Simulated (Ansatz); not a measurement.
**KF: density, localisation and related maps**

```
CELL_PARAMETERS angstrom
2.59839 -0.00368 2.63425
-2.64766 2.66865 0.04560
-2.65900 -2.67999 0.06429
ATOMIC_POSITIONS crystal
K 0.00000 0.00000 0.00000
F 0.00000 0.50000 0.50000
```

Space group P-1; changed on purpose from its base cell (cell strained at random at fixed volume); computed pressure about 3 GPa in this cell; the program warned that a starting moment wasn't kept.

These are results of Kohn-Sham DFT of a periodic cell, RPBE with D4, PseudoDojo standard (Ansatz 0.2.0), not measurements.

Core electrons are replaced by pseudopotentials, and the valence fields are smoothed inside the atomic spheres.

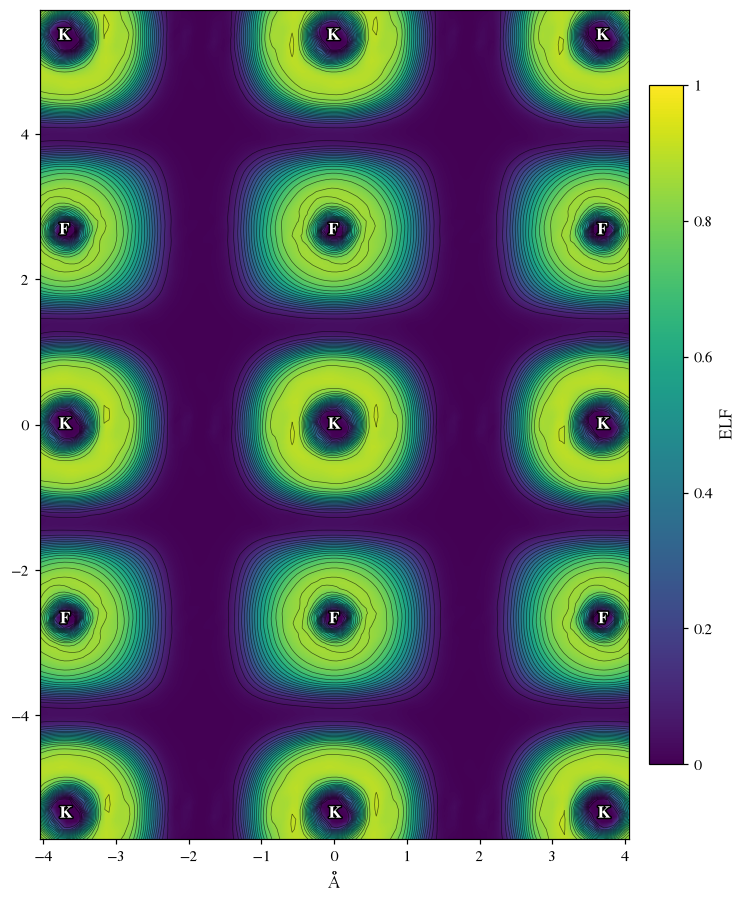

Figure 1. Electron localisation function on the (011) plane of the conventional cell.

> What do the fields say about this system?

Atoms in the plane: K and F.
K–F (2.67 Å): the ELF is about 0.05 at the midpoint: an ionic contact with no shared pair.
The features right at K lie inside the core regions, where the map follows smoothed inner orbitals and isn't to be read closely.

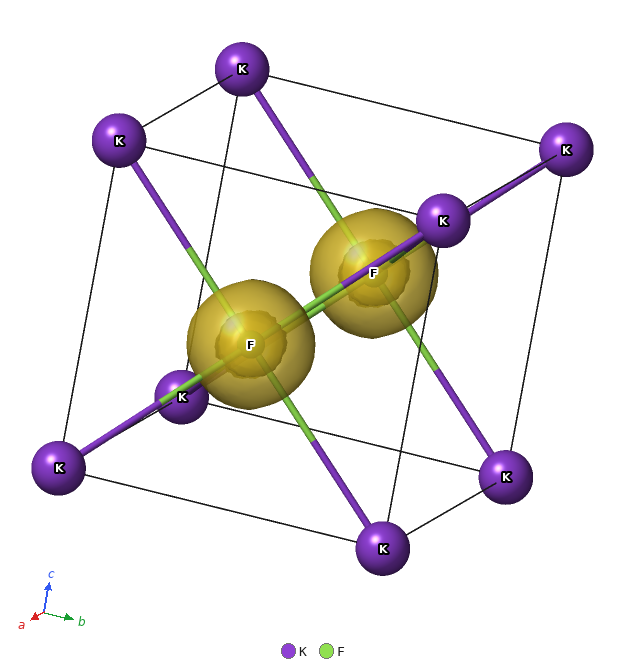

Figure 2. Isosurface of the electron localisation function at 0.8 (yellow), seen slightly off an axis. Core shells and regions of very low density are left out. Sticks mark near contacts.

> Where are the electrons localised?

The ELF exceeds this value in one region wrapped around F (its valence shell), counted in one cell of 2 atoms. Regions shared between cells count once.


K–F (2.65 Å): the ELF is about 0.05 at the midpoint; a closed-shell, largely ionic contact.

> Does the calculation make it a metal, or give it a gap?

It is gapped, with a Kohn–Sham gap of 6.5 eV on the k-point mesh (the band edges may lie off the mesh, which would make the gap smaller).
